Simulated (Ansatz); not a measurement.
Sb: several calculations on one system

## 1. Relaxation

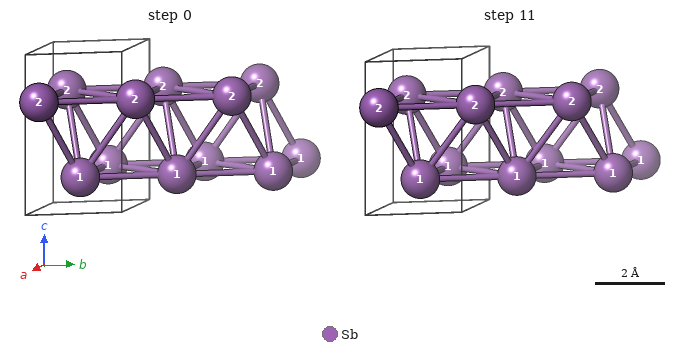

The structure of crystalline Sb (set up in P6_3/mmc) before (left) and after (right) a relaxation, at one scale.

The picture is a ball-and-stick view of the cell of the calculation, repeated 2 × 3 × 1 with one cell outlined, seen slightly off an axis.

Case: relaxed at 90 GPa.

Level of theory: DFT r2SCAN, scalar-relativistic, plane waves, PAW (Ansatz). Set-up: plane-wave cutoff 500 eV; k-point mesh 18 × 18 × 10; occupations gaussian; smearing width 0.1 eV; target pressure 90 GPa; no spin polarisation; cell and atoms relaxed; force threshold 0.008 eV/Å; at most 50 steps.

> What changed between the two?

After 8 accepted moves (11 points after the start) the energy has risen by 399 meV per atom. With the target pressure of 90 GPa, the enthalpy E + pV changes by −47.1 meV per atom. All forces vanish by symmetry, so only the cell relaxes. The pressure goes from 73.52 to 89.98 GPa. The line search rejected the trial steps at points 1, 9 of the run. The SCF was repeated once at an unchanged geometry on a basis and grid sized afresh for the cell, which shifted the energy by 0.1 meV per atom at most. The atoms keep their places relative to the cell (all moves are under 0.005 Å). The volume changes by −4.5 %, with a = b 2.915 → 2.914 Å (0.0 %), c 4.757 → 4.544 Å (−4.5 %). Near-neighbour distances that change, for instance: Sb1–Sb2 2.914 → 2.827 Å. The space group stays P6_3/mmc (No. 194).

## 2. Relaxation

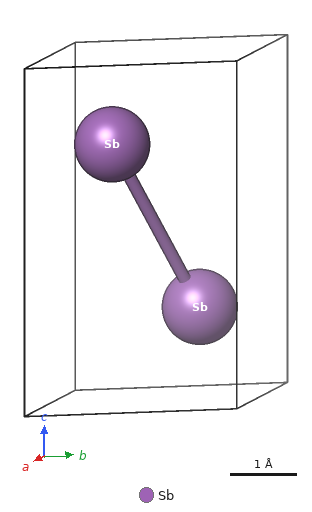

Starting structure of solid Sb (set up in P6_3/mmc). The picture is a ball-and-stick view of the cell of the calculation, seen slightly off an axis.

These are results of DFT r2SCAN, scalar-relativistic, plane waves, PAW in Ansatz, not measurements.

The input:
```yaml
crystal:
  lattice:
    - [3.3690001795, 0.0, 0.0]
    - [-1.6845000898, 2.9176397408, 0.0]
    - [0.0, 0.0, 5.33]
  atoms:
    - { symbol: Sb, position: [0.3333333333, 0.6666666667, 0.25] }
    - { symbol: Sb, position: [0.6666666667, 0.3333333333, 0.75] }
basis:
  ecutwfc: 500
kpoints:
  mp_grid: { grid: [12, 12, 8] }
hamiltonian:
  xc: r2scan
scf:
  occupations: { method: gaussian, width: 0.1 }
output:
  forces: true
  stress: true
  eigenvalues: true
  write_density: true
  write_potential: true
  elf: true
  volumetric_format: npy
relax:
  adjacent_minimum: "off"
  f_tol: 0.005
  max_steps: 80
  cell: { stress_tol: 0.05 }
```

Command:
```bash
ansatz run input.yaml --threads 1 --pin off --max-ram 2560MiB --backend cpu --events-out ev --progress --plain --runs-dir out
```

### What does the optimiser find from here?

Over 3 accepted moves (4 points after the start) the energy falls by 26.3 meV per cell of the calculation. All forces vanish by symmetry, so only the cell relaxes. Pressure: 2.24 GPa at the start and 0.02 GPa at the end. The SCF was repeated once at an unchanged geometry on a basis and grid sized afresh for the cell, which shifted the energy by 0.2 meV per cell of the calculation at most. The atoms keep their places relative to the cell (all moves are under 0.005 Å). The drawn cell changes as follows: a = b 3.369 → 3.358 Å (−0.3 %), c 5.330 → 5.546 Å (+4.1 %); the volume changes by +3.4 %. Near-neighbour distances that change, for instance: Sb1–Sb2 3.299 → 3.384 Å, Sb1–Sb1 3.369 → 3.358 Å. The space group stays P6_3/mmc (No. 194).

History of the run:

| step | E − E(0), meV/atom | pressure, GPa | volume, Å³/atom | note |
| --- | --- | --- | --- | --- |
| 0 | 0.00 | 2.24 | 26.196 |  |
| 1 | -10.53 | -1.17 | 27.593 |  |
| 2 | -12.94 | -0.22 | 27.180 |  |
| 3 | -13.06 | 0.02 | 27.085 |  |
| 4 | -13.14 | 0.02 | 27.085 | same geometry, new basis |

The end point in the same view:

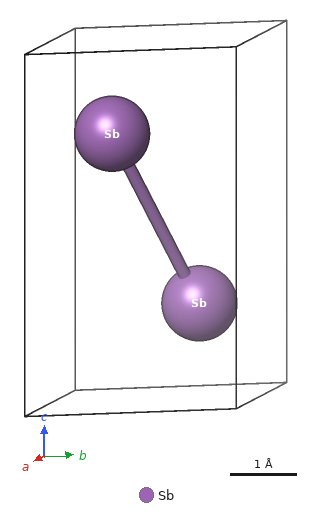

## 3. A change

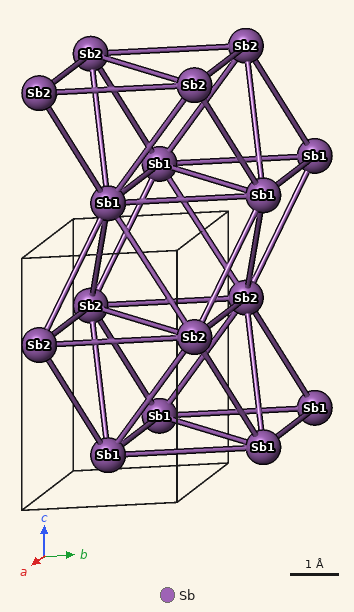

This is a crystal of Sb (set up in P6_3/mmc). A ball-and-stick model of the cell of the calculation, repeated 2 × 2 × 2 with one cell outlined, seen slightly off an axis.

All numbers below come from DFT r2SCAN, scalar-relativistic, plane waves, PAW (Ansatz 0.2.0). (plane-wave cutoff 500 eV; occupations gaussian; smearing width 0.1 eV; no spin polarisation) The k-mesh is chosen for each cell (12×12×8, 18×18×10).

Change: The crystal is put under a hydrostatic pressure of 90 GPa. Cell and atoms are relaxed at that pressure.

Input file:
```yaml
crystal:
  lattice:
    - [2.915093313, 0.0, 0.0]
    - [-1.4575466565, 2.5245448635, 0.0]
    - [0.0, 0.0, 4.7570842146]
  atoms:
    - { symbol: Sb, position: [0.3333333333, 0.6666666667, 0.25] }
    - { symbol: Sb, position: [0.6666666667, 0.3333333333, 0.75] }
basis:
  ecutwfc: 500
kpoints:
  mp_grid: { grid: [18, 18, 10] }
hamiltonian:
  xc: r2scan
scf:
  occupations: { method: gaussian, width: 0.1 }
output:
  forces: true
  stress: true
  eigenvalues: true
relax:
  adjacent_minimum: "off"
  f_tol: 0.008
  max_steps: 50
  cell: { stress_tol: 0.08, p_target: 90.0 }
```

Run as
```bash
ansatz run input.yaml --threads 1 --pin off --max-ram 2560MiB --backend cpu --events-out ev --progress --plain --runs-dir out
```

What is the effect?

Answer. Energy change: +1868 meV per atom. (The two runs use different k-meshes.) Pressure: 0.0 GPa before, 90.0 GPa after. The volume changes by −38.3 %, with a = b 3.358 → 2.914 Å (−13.2 %), c 5.546 → 4.544 Å (−18.1 %). No atom moves by more than 0.005 Å relative to the cell. Among the bonded contacts that change: Sb–Sb 3.384 → 2.827 Å, Sb–Sb 3.358 → 2.914 Å. The space group stays P6_3/mmc (No. 194).

Drawn alike, the variant:

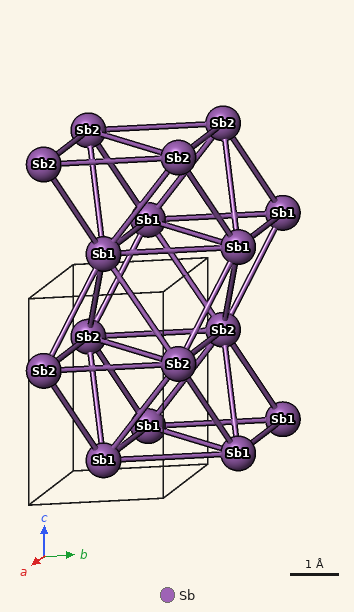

## 4. Series

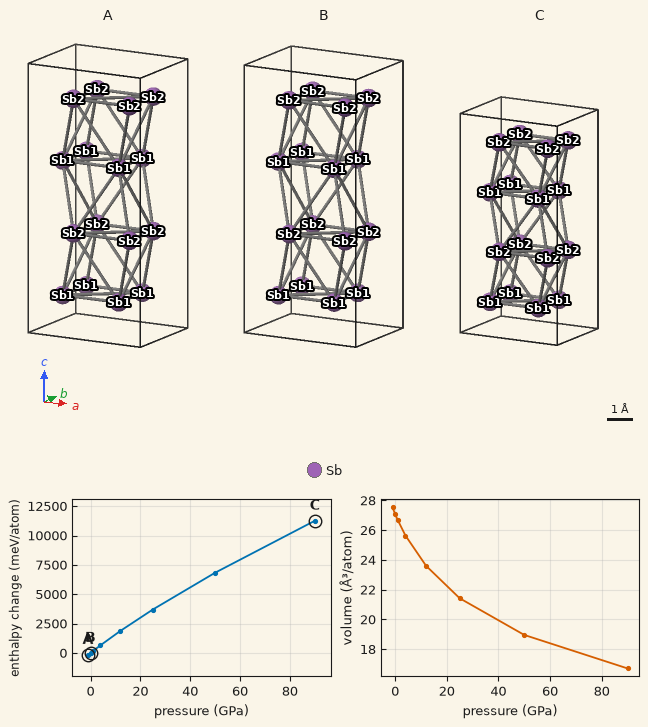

Members of a series of calculations on crystalline Sb (set up in P6_3/mmc), marked on the first curve. Style: ball-and-stick. Shown: the cell of the calculation, repeated to show the pattern, slightly off an axis.

The calculation used Ansatz 0.2.0, DFT r2SCAN, scalar-relativistic, plane waves, PAW. (plane-wave cutoff 500 eV; occupations gaussian; smearing width 0.1 eV; no spin polarisation) The k-mesh is chosen for each cell (12×12×8, 18×18×8, 18×18×10).

Describe the series.

Answer. The structure is relaxed at several pressures. A (pressure −1.0 GPa): enthalpy change −170 meV/atom, volume 27.54 Å³ per atom. B (pressure 0.0 GPa): enthalpy change 0.0 meV/atom, volume 27.08 Å³ per atom. C (pressure 90.0 GPa): enthalpy change 11254 meV/atom, volume 16.71 Å³ per atom. The rest compares A with C. The volume changes by −39.3 %, with a = b 6.751 → 5.829 Å (−13.7 %), c 11.162 → 9.087 Å (−18.6 %). Near-neighbour distances before and after: Sb–Sb 3.404 → 2.827 Å, Sb–Sb 3.376 → 2.914 Å.
